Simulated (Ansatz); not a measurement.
# A series of single points on SnTe

System: SnTe (Fm-3m, 2 atoms in the cell).
Method: Kohn-Sham DFT of a periodic cell, PBE, spin-orbit coupling, Ansatz PAW, no spin polarisation (Ansatz 0.2.0).

The 7 runs differ only in the geometry, by an even scaling of the cell at fixed fractional positions. The structure derives from an entry of the Crystallography Open Database.

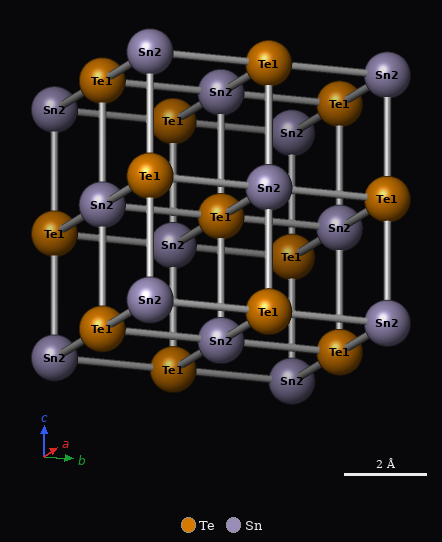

Figure 1. The structure of run 4 (ball-and-stick view of the cell 4 times as large as that of the calculation, set on its symmetry axes, seen at an oblique angle; atoms are numbered from 1 in the order of the input).

## Input of run 4
```yaml
crystal:
  lattice:
    - [0.0, 3.15085, 3.15085]
    - [3.15085, 0.0, 3.15085]
    - [3.15085, 3.15085, 0.0]
  atoms:
    - { symbol: Te, position: [0.5, 0.5, 0.5] }
    - { symbol: Sn, position: [0.0, 0.0, 0.0] }
hamiltonian:
  xc: pbe
  pseudopotentials: { kind: paw_fr }
magnetization:
  noncollinear: true
  spin_orbit: true
kpoints:
  mp_grid: { grid: [7, 7, 7] }
scf:
  occupations: { method: fermi_dirac, width: 0.05 }
output:
  forces: true
  stress: true
  eigenvalues: true
```

Command:
```bash
ansatz run input.yaml --threads 2 --pin off --max-ram 5120MiB --backend cpu --events-out ev --progress --plain --runs-dir out
```

Lattice vectors (Å) and fractional positions of run 4:
```
   0.000000    3.150850    3.150850
   3.150850    0.000000    3.150850
   3.150850    3.150850    0.000000
Te  0.500000  0.500000  0.500000
Sn  0.000000  0.000000  0.000000
```

Run 3 differs from it as follows:
```diff
-    - [0.0, 3.15085, 3.15085]
-    - [3.15085, 0.0, 3.15085]
-    - [3.15085, 3.15085, 0.0]
+    - [0.0, 3.1297027185, 3.1297027185]
+    - [3.1297027185, 0.0, 3.1297027185]
+    - [3.1297027185, 3.1297027185, 0.0]
```

## Results, with one run withheld

```tsv
run	volume per atom (Å³)	free energy per atom, from the lowest run given (meV)	pressure (GPa)	gap on the mesh (eV)
1	29.404	55.68	5.71	0.40
2	30.030	35.96	4.42	0.42
3	30.656	?	?	?
4	31.281	10.34	2.22	0.44
5	31.907	3.53	1.28	0.45
6	32.532	0.20	0.44	0.46
7	33.158	0.00	−0.32	0.48
```

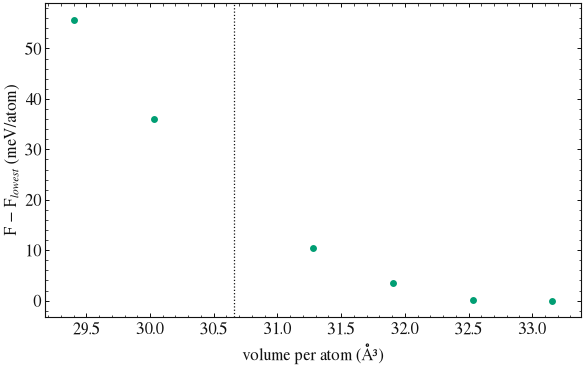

Figure 2. Free energy per atom of the runs given; the dotted line marks run 3.

What should run 3 give?

A cubic polynomial in V^(−2/3) (the Birch–Murnaghan form), fitted to the 6 runs given, misses them by under 0.01 meV per atom. With x = V^(−2/3) − 0.10060 Å⁻², it reads F = 9.5382 + 6206.9 x + 9.8755e+05 x² + 2.0291e+06 x³ (meV per atom). At run 3 it gives 21.00 meV per atom, and the run itself gives 21.00. The slope of the fit gives a pressure −dF/dV of 3.26 GPa there, and the run prints 3.26 GPa. The fit has its minimum at 32.884 Å³ per atom, where V d²F/dV² gives 39.8 GPa: the bulk modulus at this level, since symmetry fixes the shape and the positions. The gap on the mesh goes, without turning, from 0.40 eV in run 1 to 0.48 eV in run 7; run 3 has 0.43 eV. These are gaps of this functional on this mesh, which can miss the band edges; they aren't the measured gap.

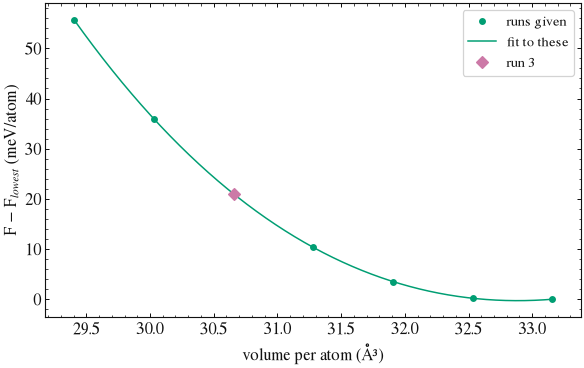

Figure 3. The fit and the withheld run.

## Output, shortened to warnings, some set-up lines, iterations and results (run 3)
```
Basis set: ecut = 420 eV, 1243 PW (Γ), exchange–correlation on 60×60×60 points (8 copies of the dense FFT grid, shifted against one another)
Symmetry: 48 space group operations + 48 with time reversal
k-points: 20 of 343
Initial density: superposition of atomic densities (chi_scale 0.1, normalization cell, long waves kept (reshape's long-wave potential 0.00 eV rms))
[...]
SCF iter   1: F=—  HF=-13009.556550 eV  |F-HF|=—  |Δ(HF+E_count)|=         —  Δρ=1.13e-2  dr2=7.66e-2  dr2_m=0.00e0 (ungated)  ethr=3.10e-3  |M|=0.00e0 ∫|m|=0.00e0 μB  …
SCF iter   2: F=—  HF=-13009.554190 eV  |F-HF|=—  |Δ(HF+E_count)|=   2.36e-3  Δρ=7.62e-3  dr2=3.15e-2  dr2_m=0.00e0 (ungated)  ethr=2.55e-4  |M|=0.00e0 ∫|m|=0.00e0 μB  …
SCF iter   3: F=—  HF=-13009.557373 eV  |F-HF|=—  |Δ(HF+E_count)|=   3.18e-3  Δρ=1.46e-3  dr2=1.62e-3  dr2_m=0.00e0 (ungated)  ethr=1.05e-4  |M|=0.00e0 ∫|m|=0.00e0 μB  …
SCF iter   4: F=—  HF=-13009.557268 eV  |F-HF|=—  |Δ(HF+E_count)|=   1.05e-4  Δρ=4.85e-4  dr2=1.08e-4  dr2_m=0.00e0 (ungated)  ethr=5.41e-6  |M|=0.00e0 ∫|m|=0.00e0 μB  …
SCF iter   5: F=—  HF=-13009.557280 eV  |F-HF|=—  |Δ(HF+E_count)|=   1.15e-5  Δρ=2.34e-4  dr2=3.48e-5  dr2_m=0.00e0 (ungated)  ethr=3.59e-7  |M|=0.00e0 ∫|m|=0.00e0 μB  …
SCF iter   6: F=—  HF=-13009.557257 eV  |F-HF|=—  |Δ(HF+E_count)|=   2.29e-5  Δρ=7.13e-5  dr2=2.67e-6  dr2_m=0.00e0 (ungated)  ethr=1.16e-7  |M|=0.00e0 ∫|m|=0.00e0 μB  …
SCF iter   7: F=-13009.557255 eV  HF=-13009.557255 eV  |F-HF|=2.05e-8  |Δ(HF+E_count)|=   1.97e-6  Δρ=8.76e-6  dr2=4.39e-8  dr2_m=0.00e0 (ungated)  ethr=3.33e-10  |M|=0.00e0 …
SCF 1 converged in 7 iterations: F = -13009.557255 eV  dr2 = 4.39e-8
SCF converged after 7 iterations
Magnetization: |M| = 0.0000 μB,  M = (+0.0000, +0.0000, +0.0000) μB
Absolute magnetization: 0.0000 μB (∫|m|)
  site 0: m = (+0.0000, +0.0000, +0.0000) μB, |m| = 0.0000 μB  (R = 1.29 Å)
  site 1: m = (+0.0000, +0.0000, +0.0000) μB, |m| = 0.0000 μB  (R = 1.29 Å)
Free energy (F): -13009.557255 eV
Harris-Foulkes:  -13009.557255 eV  (|F-HF|=2.05e-8)
Internal energy: -13009.556883 eV  (E = F + TS)
E sigma→0 (E₀):  -13009.557069 eV
Entropy (-TS):   -0.000372 eV (-0.186 meV/atom)
Fermi energy:    9.978314 eV
--- Per-component energies (eV) ---
  E_band       = -345.177723
  E_kinetic    = 367.133714
  E_local      = -2121.817401  (includes V_loc(G=0)·N_el)
  E_nonlocal   = -342.270042
  E_hartree    = 1342.029419
  E_xc         = -508.427822
  E_vxc        = -201.561579  (∫ρ·V_xc dr)
  E_paw        = -8800.946616  (= ΣΔE_a)
  E_vpaw       = -730.708884  (= ΣTr[D̂ρ^β])
  E_aug_tail   = -0.000182  (compensation charges beyond the density's cutoff)
  E_ewald      = -2945.257952
  E_smearing   = -0.000372  (= −TS)
  E_closure    = 0.000000  (closes the sum)
  Σ components = -13009.557255   (vs F -13009.557255, Δ=0.00e0)
--- Forces (eV/Å), atoms counted from 1 ---
  atom   1  Te     0.00000000    -0.00000000     0.00000000
  atom   2  Sn     0.00000000    -0.00000000    -0.00000000
  max |Σ_I F_I| component: 8.36e-29 eV/Å
--- Stress (GPa, compression-positive) ---
        3.259708       0.000000       0.000000
        0.000000       3.259708      -0.000000
        0.000000      -0.000000       3.259708
  P = ⅓ Tr σ = 3.2597 GPa (32.597 kbar)
```
